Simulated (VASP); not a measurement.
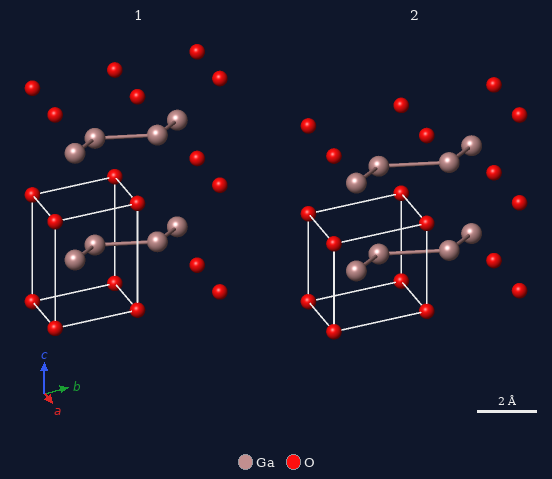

Two geometries of a crystal of Ga$_{2}$O (a generated structure, set up in P6/mmm), drawn at one scale. One is the start of a relaxation, the other its converged end. Style: ball-and-stick. Shown: the cell of the calculation, repeated 1 × 2 × 2 with one cell outlined, slightly off an axis.

All numbers below come from VASP 6.6.1, Kohn-Sham DFT of a periodic cell, PBE, VASP PAW PBE potentials, recommended. Set-up: plane-wave cutoff 600 eV; k-point mesh 6 × 6 × 6; occupations gaussian; smearing width 0.1 eV; no spin polarisation.

Which one is relaxed?

Answer. Structure 2 is the relaxed one. The run lets cell and atoms move. The atoms keep their places relative to the cell (all moves are under 0.005 Å). The drawn cell changes as follows: a = b 3.753 → 4.226 Å (+12.6 %), c 3.737 → 3.076 Å (−17.7 %); the volume changes by +4.4 %. Among the contacts that change: Ga–Ga 2.167 → 2.440 Å. The space group stays P6/mmm (No. 191). The energy falls by 469 meV per atom in 6 geometry steps. All forces vanish by symmetry, so only the cell relaxes. Pressure: 19.21 GPa at the start and 0.23 GPa at the end. It ran on 1 thread of Intel(R) Xeon(R) 6975P-C (Granite Rapids), with other jobs on the host.
